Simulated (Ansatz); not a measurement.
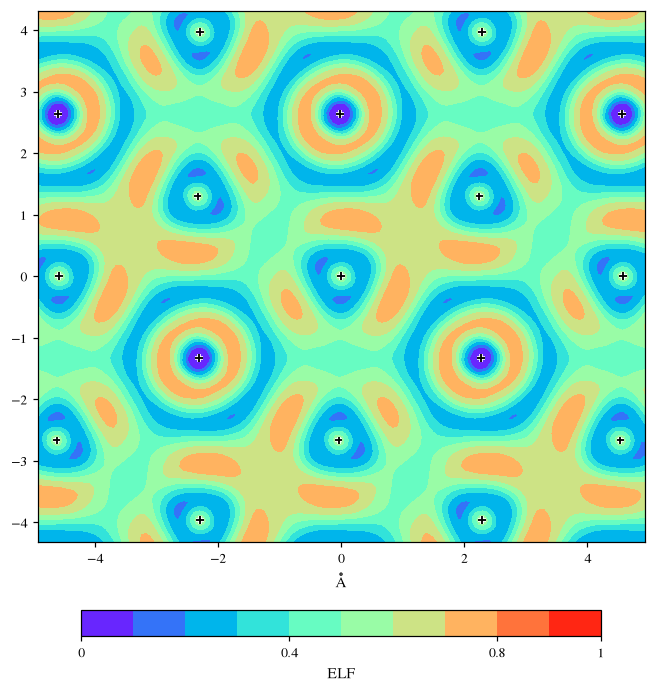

The ELF on a plane through atoms (crosses mark nuclei in the plane).

The calculation used DFT, PBE0, plane waves, PAW in Ansatz.

Candidates:
A. Si₂W, a = 4.58 Å, b = 4.58 Å, c = 6.61 Å, α = 90.00°, β = 90.00°, γ = 120.00°. Space group P6₂22; a structure from a database of computed crystals, not necessarily the ambient phase; started from the database structure prototype, which need not be the ambient phase.
B. Ge₂Sb₂Te₅, a = 4.24 Å, b = 4.24 Å, c = 17.32 Å, α = 90.00°, β = 90.00°, γ = 120.00°. Space group P-3m1; a structure from a database of computed crystals, not necessarily the ambient phase; started from the database structure prototype, which need not be the ambient phase.

Question: Which candidate gave the map?

Answer: Candidate A: Si₂W on the (001) plane of the conventional cell, which holds Si and W. Si–W (2.63 Å): the ELF peaks at about 0.75 in the valence shell of Si, 0.9 Å from its nucleus, and is about 0.45 at the midpoint. Si–Si (2.67 Å): the ELF peaks at about 0.50 in the valence shell of Si, 0.9 Å from its nucleus, and is about 0.45 at the midpoint.
